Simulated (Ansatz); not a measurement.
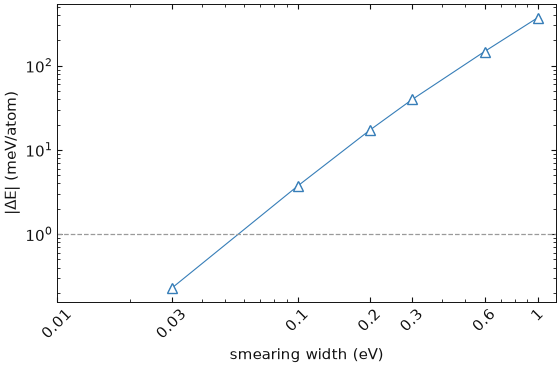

Scan of the smearing width.
The run: Y (P6_3/mmc, 2 atoms in the cell), by DFT, r2SCAN, plane waves (500 eV) with PAW, scalar-relativistic in Ansatz; 10×10×6 k-mesh, Gaussian smearing.
ΔE is the free energy less its value at the smallest setting, 0.01 eV.
Dashed lines or grey bands mark the tolerance: 1 meV/atom.
On logarithmic panels, open markers lie below the reference value and filled ones above.

From which setting is the free energy converged to 1 meV/atom?

The free energy is within 1 meV/atom of the smallest setting's value from 0.03 eV down. It is off by 370 meV/atom at 1 eV, 40 meV/atom at 0.3 eV and 3.7 meV/atom at 0.1 eV (always below it). The free energy falls with the width because it holds the −TS term of the fractional occupations.
